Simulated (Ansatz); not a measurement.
Single-point calculation of Al₃N (part 1 of 2)

Al₃N (slab, 4 atoms in the cell), computed with DFT PBE, scalar-relativistic, plane waves, PAW, PAW set soft_1, spin-polarised (Ansatz 0.2.0).

The structure derives from an entry of the Crystallography Open Database. Figures and captions count atoms from 1; the log counts them from 0 in places.

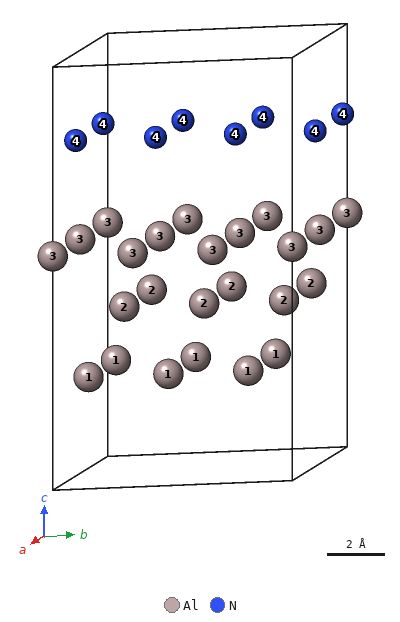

*The input geometry (ball-and-stick view of the 2 × 3 repeat of the cell, with the vacuum cut short, seen slightly off an axis; atoms are numbered from 1 in the order of the input). An atom can appear more than once, as a periodic image.*

## Input
```yaml
crystal:
  lattice:
    - [2.8567582919, 0.0, 0.0]
    - [-1.428379146, 2.4740252533, 0.0]
    - [0.0, 0.0, 21.6013781961]
  atoms:
    - { symbol: Al, position: [0.6666666667, 0.3333333333, 0.1851733701] }
    - { symbol: Al, position: [0.3333333333, 0.6666666667, 0.2916813827] }
    - { symbol: Al, position: [0.0, 0.0, 0.3981865471] }
    - { symbol: "N", position: [0.1666666667, 0.0, 0.5680831142], spin: 3.0 }
basis:
  ecutwfc: 420
kpoints:
  mp_grid: { grid: [9, 9, 1] }
hamiltonian:
  xc: pbe
  pseudopotentials: { kind: paw, azcp: { folder: soft_1 } }
scf:
  occupations: { method: gaussian, width: 0.1 }
output:
  forces: true
  eigenvalues: true
  populations: true
  write_density: true
  write_potential: true
  elf: true
  volumetric_format: npy
magnetization:
  spin_polarized: true
efield:
  axis: 3
  dipole_correction: true
  ramp_width: 0.04
```

Command:
```bash
ansatz run input.yaml --threads 1 --pin off --max-ram 3072MiB --backend cpu --events-out ev --progress --plain --runs-dir out
```

## The program's output
```
Engine: ansatz 0.2.0, x86_64-unknown-linux-gnu
Pseudopotentials: kind: paw
Pseudopotential: Al, paw, valence charge 3, recommended cutoff 420 eV (normal), [file]
Pseudopotential: N, paw, valence charge 5, recommended cutoff 420 eV (normal), [file]
Functional definition: PBE
  parameter kappa = 0.804
  parameter beta = 0.06672455060314922
  exchange = pbe_x(kappa = kappa, mu = beta*pi^2/3)
  correlation = pbe_c(beta = beta)
Crystal: 4 atoms, lattice volume = 152.672 Å³
Basis set: ecut = 420 eV, 2989 PW (Γ), exchange–correlation on 40×40×300 points (8 copies of the dense FFT grid, shifted against one another)
Bands: 13, of which v1, the nominal top of the filled ones, is band 7 counted from 1 (6 counted from 0)
Symmetry: 1 space group operations
k-points: 41 of 81 (time reversal used)
Non-local potential: Al, projectors of the file, l = 0: 2, l = 1: 2, l = 2: 1
Non-local potential: N, projectors of the file, l = 0: 2, l = 1: 2, l = 2: 1
PAW form: soft (Blöchl's): semilocal exchange-correlation on the pseudo side does not see the compensation charge
PAW one-centre angular grid: Al, 110 points (default); XC on 64 Gauss nodes
PAW one-centre angular grid: N, 110 points (default); XC on 64 Gauss nodes
Starting moments: Σ|m| = 3 μB on 1 of 4 sites
Initial wavefunctions: pseudopotential atomic-orbital guess
Functional: x = pbe(κ = 0.804, μ = 0.2195149727645171), c = pbe(β = 0.06672455060314922)
SCF iter   1: F=—  HF=-1990.792686 eV  |F-HF|=—  |Δ(HF+E_count)|=         —  Δρ=1.11e-2 (↑1.11e-2 ↓9.54e-3)  dr2=2.94e0  dr2_m=1.50e-2  M=2.880 μB ∫|m|=2.971 μB  β_m=0.30  ethr=3.10e-3  p=0.000 e·Å  D=2.73e-8 V/Å  ΔV_dip=-0.00 eV  dr2_dipole=6.18e-2  V_vac-E_F(+/−)=6.56/6.56 eV  ⟨swp⟩=8.9  Hψ=8868  notcnv=0
efield: sawtooth ramp at fractional position 0.8566 (placed from the atoms, in the widest stretch of the axis that holds none; the zero of the levels goes with the place), width 0.0400; the density the first Hamiltonian is built on has a dipole p = 0.000 e·Å; the dipole correction subtracts the counter field D = 2.73e-8 V/Å, which shifts the + side's vacuum level by -0.00 eV against the − side's; the planar-averaged density in the ramp window peaks in size at 2.6e-6 e/Å³
preconditioner: auto → LDOS  [metal: Δε(μ)=0.014 eV  Ē_g=7.780 eV  σ=0.100 eV  W_gap=0.08  n_scr=12 (ndim 8)  ℏωp=11.2 eV  f_vac=0.416  D(μ)=5.37/eV (n_scr^D=16)]
spin=Collinear: LDOS preconditioning applied to the charge; magnetization (m = ρ↑ − ρ↓) channel mixes plain (no charge-response kernel on spin).
SCF iter   2: F=—  HF=-1990.570482 eV  |F-HF|=—  |Δ(HF+E_count)|=   2.22e-1  Δρ=7.91e-3 (↑7.91e-3 ↓7.09e-3)  dr2=1.54e0  dr2_m=6.70e-3  M=2.851 μB ∫|m|=2.959 μB  β_m=0.30  ethr=3.10e-3  p=-0.017 e·Å  D=-1.97e-2 V/Å  ΔV_dip=0.42 eV  dr2_dipole=7.94e-2  V_vac-E_F(+/−)=6.40/5.97 eV  ⟨swp⟩=1.8  Hψ=1964  notcnv=0  defer=65  κ⁻¹=1.0e0(r=1)
SCF iter   3: F=—  HF=-1990.311924 eV  |F-HF|=—  |Δ(HF+E_count)|=   2.59e-1  Δρ=3.64e-3 (↑3.62e-3 ↓3.64e-3)  dr2=1.46e-1  dr2_m=2.60e-3  M=2.877 μB ∫|m|=2.947 μB  β_m=0.30  ethr=3.10e-3  p=-0.057 e·Å  D=-6.76e-2 V/Å  ΔV_dip=1.46 eV  dr2_dipole=1.04e-2  V_vac-E_F(+/−)=6.04/4.58 eV  ⟨swp⟩=2.8  Hψ=1938  notcnv=0  defer=65  κ⁻¹=2.4e-2(r=2)
SCF iter   4: F=—  HF=-1990.319425 eV  |F-HF|=—  |Δ(HF+E_count)|=   7.50e-3  Δρ=2.56e-3 (↑2.56e-3 ↓2.55e-3)  dr2=6.39e-2  dr2_m=1.46e-3  M=2.869 μB ∫|m|=2.949 μB  β_m=0.30  ethr=1.05e-3  p=-0.068 e·Å  D=-8.09e-2 V/Å  ΔV_dip=1.75 eV  dr2_dipole=4.22e-3  V_vac-E_F(+/−)=5.99/4.24 eV  ⟨swp⟩=1.9  Hψ=1681  notcnv=0  defer=73  κ⁻¹=7.7e-3(r=3)
SCF iter   5: F=—  HF=-1990.326760 eV  |F-HF|=—  |Δ(HF+E_count)|=   7.34e-3  Δρ=1.21e-3 (↑1.20e-3 ↓1.21e-3)  dr2=1.64e-2  dr2_m=6.61e-4  M=2.862 μB ∫|m|=2.959 μB  β_m=0.30  ethr=4.57e-4  p=-0.082 e·Å  D=-9.67e-2 V/Å  ΔV_dip=2.09 eV  dr2_dipole=4.42e-4  V_vac-E_F(+/−)=5.97/3.88 eV  ⟨swp⟩=2.7  Hψ=1671  notcnv=0  defer=73  κ⁻¹=2.6e-4(r=4)
SCF iter   6: F=—  HF=-1990.327303 eV  |F-HF|=—  |Δ(HF+E_count)|=   5.43e-4  Δρ=8.38e-4 (↑8.38e-4 ↓8.28e-4)  dr2=5.06e-3  dr2_m=3.73e-4  M=2.865 μB ∫|m|=2.970 μB  β_m=1.00  ethr=1.17e-4  p=-0.087 e·Å  D=-1.03e-1 V/Å  ΔV_dip=2.23 eV  dr2_dipole=7.73e-4  V_vac-E_F(+/−)=6.00/3.78 eV  ⟨swp⟩=1.9  Hψ=1251  notcnv=0  defer=73  κ⁻¹=1.5e-4(r=5)
SCF iter   7: F=—  HF=-1990.326817 eV  |F-HF|=—  |Δ(HF+E_count)|=   4.86e-4  Δρ=4.71e-4 (↑4.26e-4 ↓4.71e-4)  dr2=1.74e-3  dr2_m=3.92e-5  M=2.855 μB ∫|m|=2.988 μB  β_m=1.00  ethr=3.62e-5  p=-0.085 e·Å  D=-1.01e-1 V/Å  ΔV_dip=2.17 eV  dr2_dipole=1.19e-3  V_vac-E_F(+/−)=6.05/3.87 eV  ⟨swp⟩=2.3  Hψ=1627  notcnv=0  defer=73  κ⁻¹=2.4e-5(r=6)
SCF iter   8: F=—  HF=-1990.327673 eV  |F-HF|=—  |Δ(HF+E_count)|=   8.56e-4  Δρ=1.51e-4 (↑1.51e-4 ↓1.29e-4)  dr2=6.05e-4  dr2_m=7.49e-6  M=2.842 μB ∫|m|=2.998 μB  β_m=0.30  ethr=1.25e-5  p=-0.082 e·Å  D=-9.75e-2 V/Å  ΔV_dip=2.11 eV  dr2_dipole=4.17e-4  V_vac-E_F(+/−)=6.03/3.92 eV  ⟨swp⟩=2.2  Hψ=1471  notcnv=0  defer=73  κ⁻¹=5.2e-6(r=7)
SCF iter   9: F=—  HF=-1990.327840 eV  |F-HF|=—  |Δ(HF+E_count)|=   1.67e-4  Δρ=1.31e-4 (↑1.31e-4 ↓9.39e-5)  dr2=1.83e-4  dr2_m=7.41e-6  M=2.839 μB ∫|m|=2.999 μB  β_m=1.20  ethr=4.32e-6  p=-0.082 e·Å  D=-9.71e-2 V/Å  ΔV_dip=2.10 eV  dr2_dipole=1.32e-4  V_vac-E_F(+/−)=6.03/3.93 eV  ⟨swp⟩=1.0  Hψ=1013  notcnv=0  defer=73
Mixer restart at iter 9: flushing history
spin-set hold released at iteration 9 (site moments contracting): the magnetisation degrees of freedom join the quasi-Newton model from the next iteration; the mixer history was flushed
SCF iter  10: F=—  HF=-1990.327975 eV  |F-HF|=—  |Δ(HF+E_count)|=   1.35e-4  Δρ=7.67e-5 (↑7.67e-5 ↓6.41e-5)  dr2=4.78e-5  dr2_m=3.74e-6  M=2.827 μB ∫|m|=3.005 μB  β_m=0.64  ethr=1.31e-6  p=-0.082 e·Å  D=-9.70e-2 V/Å  ΔV_dip=2.10 eV  dr2_dipole=9.12e-7  V_vac-E_F(+/−)=6.03/3.94 eV  ⟨swp⟩=1.1  Hψ=1017  notcnv=0  defer=73
density mixer auto → msr1: a metal under ldos (density of states about μ 1.00 of a free-electron gas's, 12 screened modes)
SCF iter  11: F=—  HF=-1990.328069 eV  |F-HF|=—  |Δ(HF+E_count)|=   9.36e-5  Δρ=4.89e-5 (↑4.89e-5 ↓3.53e-5)  dr2=1.15e-4  dr2_m=8.20e-7  M=2.816 μB ∫|m|=3.013 μB  β_m=0.82  ethr=3.41e-7  p=-0.082 e·Å  D=-9.69e-2 V/Å  ΔV_dip=2.09 eV  dr2_dipole=3.76e-5  V_vac-E_F(+/−)=6.03/3.94 eV  ⟨swp⟩=2.5  Hψ=1626  notcnv=0  defer=76
SCF iter  12: F=—  HF=-1990.328072 eV  |F-HF|=—  |Δ(HF+E_count)|=   3.07e-6  Δρ=2.52e-5 (↑2.50e-5 ↓2.52e-5)  dr2=3.15e-6  dr2_m=7.88e-7  M=2.816 μB ∫|m|=3.016 μB  β_m=0.89  ethr=3.41e-7  p=-0.082 e·Å  D=-9.68e-2 V/Å  ΔV_dip=2.09 eV  dr2_dipole=1.55e-6  V_vac-E_F(+/−)=6.04/3.95 eV  ⟨swp⟩=1.0  Hψ=989  notcnv=0  defer=76
SCF iter  13: F=—  HF=-1990.328075 eV  |F-HF|=—  |Δ(HF+E_count)|=   3.32e-6  Δρ=2.43e-5 (↑1.44e-5 ↓2.43e-5)  dr2=8.66e-6  dr2_m=4.45e-7  M=2.814 μB ∫|m|=3.019 μB  β_m=0.89  ethr=2.25e-8  p=-0.082 e·Å  D=-9.67e-2 V/Å  ΔV_dip=2.09 eV  dr2_dipole=6.57e-6  V_vac-E_F(+/−)=6.04/3.95 eV  ⟨swp⟩=2.2  Hψ=1376  notcnv=0  defer=76
SCF iter  14: F=—  HF=-1990.328077 eV  |F-HF|=—  |Δ(HF+E_count)|=   2.42e-6  Δρ=1.08e-5 (↑6.73e-6 ↓1.08e-5)  dr2=1.81e-6  dr2_m=7.45e-8  M=2.808 μB ∫|m|=3.023 μB  β_m=0.79  ethr=2.25e-8  p=-0.082 e·Å  D=-9.66e-2 V/Å  ΔV_dip=2.09 eV  dr2_dipole=1.02e-6  V_vac-E_F(+/−)=6.04/3.95 eV  ⟨swp⟩=1.5  Hψ=1208  notcnv=0  defer=76
SCF iter  15: F=—  HF=-1990.328078 eV  |F-HF|=—  |Δ(HF+E_count)|=   4.97e-7  Δρ=2.96e-6 (↑1.65e-6 ↓2.96e-6)  dr2=1.49e-7  dr2_m=5.78e-9  M=2.806 μB ∫|m|=3.026 μB  β_m=0.89  ethr=1.29e-8  p=-0.082 e·Å  D=-9.66e-2 V/Å  ΔV_dip=2.09 eV  dr2_dipole=1.02e-7  V_vac-E_F(+/−)=6.04/3.95 eV  ⟨swp⟩=1.0  Hψ=1010  notcnv=0  defer=76
SCF iter  16: F=-1990.328078 eV  HF=-1990.328078 eV  |F-HF|=4.08e-9  |Δ(HF+E_count)|=   3.88e-8  Δρ=5.23e-7 (↑4.20e-7 ↓5.23e-7)  dr2=6.16e-9  dr2_m=2.06e-10  M=2.805 μB ∫|m|=3.026 μB  ethr=7.14e-10  p=-0.082 e·Å  D=-9.66e-2 V/Å  ΔV_dip=2.09 eV  dr2_dipole=2.27e-9  V_vac-E_F(+/−)=6.04/3.95 eV  ⟨swp⟩=16.1  Hψ=8383  notcnv=0
SCF 1 converged in 16 iterations: F = -1990.328078 eV  dr2 = 6.16e-9
  greatest PAW one-centre occupation: 0.869 electrons in one spin orbital (limit 2), on the N atom at site 3 (counted from 0), in its partial waves of l = 0
```

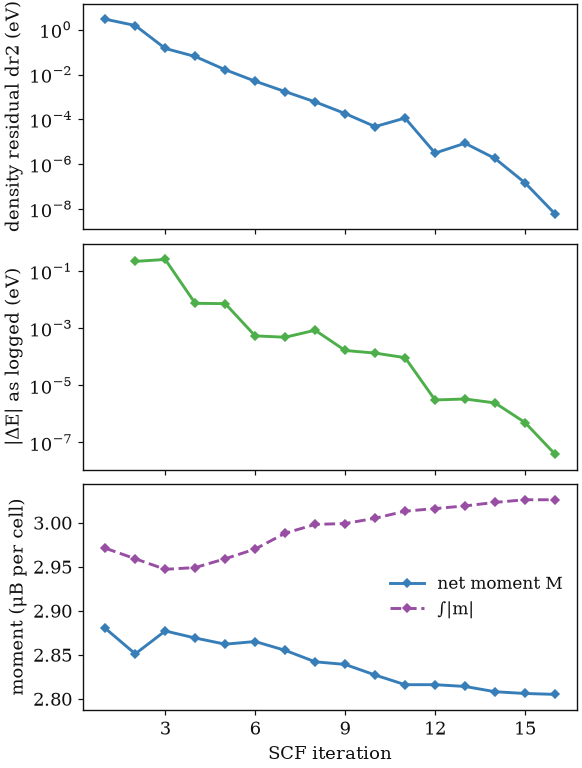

*Convergence of the self-consistent field: density residual dr2, size of the energy change and magnetic moment against the SCF iteration.*

The residual falls unevenly and jumps up by a factor of two or more 2 times on the way down. The net moment stays at 2.8 μB per cell.

```
WARN: The output density's exchange-correlation potential varies sharply where the density is thin. Do not read a vacuum level from v_tot or v_xc, or from such a field of the output density. On a cell that repeats whose density bears no net charge and no dipole along the vacuum's axis use v_es (v_loc + v_h of the components); under efield.dipole_correction with no amplitude use v_es + v_field, which holds any external_charges[].barrier, or the levels of the report's work_function block, which leave it out; under a non-zero efield.amplitude the vacuum is tilted and has no level; on a cell that repeats and bears such a dipole with no correction it is tilted too, and efield.dipole_correction with no amplitude gives each side of its ramp a level where efield: is served; in a cell that repeats whose density bears a net charge (total_charge, or a fill off its count) it is curved and has none; of a slab under crystal.periodic whose density bears no net charge use v_es, which has a level on each side, short of where the two are joined; of another it falls or rises all the way out and has none; of a slab beside external_charges read slab_vacuum_level instead, which it has where they leave it neutral. The grid or the basis barely resolves most such structure, and the values can differ between equally converged runs; as a rule a tighter scf.convergence.dr2_threshold does not remove it. Where the density itself ripples (under the LDA too) a higher basis.ecutwfc lessens it. The files hold the spikes' plane waves up to the density's cutoff. Files: v_tot_of_output_density and the like, and their columns of v_z.tsv (output.write_potential); v_xc_of_output_density and the like, and their columns of v_comp_z.tsv (output.write_potential_components). Measured: with its Gaussian average of σ = 0.25 Å subtracted twice, the exchange-correlation potential is over 0.1 eV at 6 of the grid points where the equally averaged density (valence and model cores) is under 1e-3 e/Å³, and 0.181 eV at the most among them, at an averaged density of 2.3e-8 e/Å³. The input density's (outcome.potential() and, of a run that writes arrays, v_tot and v_xc) is over 0.1 eV, so measured, at 6 points of its own thin density, 0.140 eV at the most. See output.write_potential in the manual, Limitations
SCF converged after 16 iterations
Magnetization: 2.8049 μB (8.4025 up, 5.5975 down)
Absolute magnetization: 3.0265 μB (∫|ρ↑−ρ↓|, with the PAW one-centre terms)
```
